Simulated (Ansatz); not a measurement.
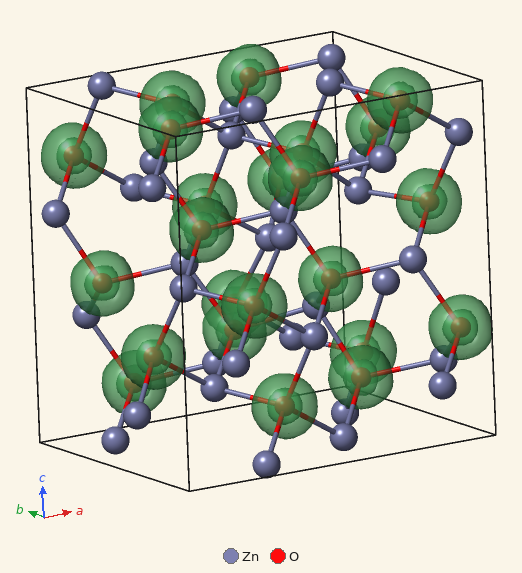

*Zn24O23 (cell with a defect). Isosurface of the ELF at 0.75 (green), seen slightly off an axis. Core shells and regions of very low density are left out. Sticks mark near contacts.*

Level of theory: Ansatz 0.2.0, DFT PBE, scalar-relativistic, plane waves, PAW.

```xyz
47
Lattice="-3.2794 -5.6801 5.2932 6.5588 0.0000 5.2932 -3.2794 5.6801 5.2932" Properties=species:S:1:pos:R:3 pbc="T T T"
Zn    0.0000   -1.8934    8.1342
Zn   -1.6346    0.9431    7.9555
Zn   -1.6388    0.9416   13.2170
Zn    3.2738   -1.8960    7.9555
Zn   -3.2841   -1.8916    7.9237
Zn    1.6402    0.9528    2.6622
Zn    1.6436    0.9499    7.9237
Zn    1.6428    0.9324   13.2238
Zn    0.0108    3.7966    7.9305
Zn    4.9051    0.9511    7.9306
Zn    3.2794    3.7867    7.9590
Zn    0.0000   -1.8933    2.6502
Zn   -1.6494   -0.9575    5.3186
Zn    3.2618    1.8695   10.5892
Zn    0.0142   -3.7897    5.3186
Zn    1.6352   -0.9329    5.3186
Zn    1.4809   -1.0366   10.5246
Zn    3.2762   -3.7889   10.5836
Zn   -0.0004    1.8973    5.2903
Zn    0.0035    1.8917   10.5836
Zn   -4.8896   -0.9500   10.5891
Zn    0.0015   -3.6042   10.5247
Zn   -1.4824   -1.0393   10.5247
Zn    4.9072   -0.9195    5.2959
O    -1.6283    0.9013    9.9685
O     1.6056   -4.6957    9.9419
O     3.2344   -1.8804    9.9685
O    -3.2296   -1.8827    9.9419
O     1.6733    0.9792    4.6752
O     1.6241    0.8983    9.9419
O    -4.9126    0.9477    9.9465
O    -0.0041    3.7917    9.9465
O    -1.6420    0.9406    4.6532
O     3.2794    3.7867    9.9603
O     0.0000   -1.8933    4.6601
O    -1.6072   -0.9653    7.3374
O    -3.2744    1.8865    7.3039
O    -0.0002   -3.7492    7.3375
O     1.6073   -0.9656    7.3374
O     1.6273   -0.9593   12.5505
O    -3.2814   -3.7921    7.3012
O    -0.0037    1.8978    7.3012
O     0.0057    1.8944   12.5944
O    -1.6363    4.7411    7.3038
O     3.2746    1.9103    7.2572
O    -1.6226   -0.9511   12.5505
O     4.9107   -0.9476    7.3038
```

Identify the bonds, lone pairs and shells in this picture.

Answer. The ELF exceeds this value in 23 regions wrapped around O (the valence shell of each), counted in one cell of 47 atoms. Regions shared between cells count once. Profiles from the grid: Zn–O (2.00 Å): the ELF peaks at about 0.85 in the valence shell of O, 0.6 Å from its nucleus, and is about 0.25 at the midpoint: no localised pair shows between them.

Metal or insulator at this level of theory?

Answer. It is gapped, with a Kohn–Sham gap of 1.5 eV on the k-point mesh (the band edges may lie off the mesh, which would make the gap smaller).
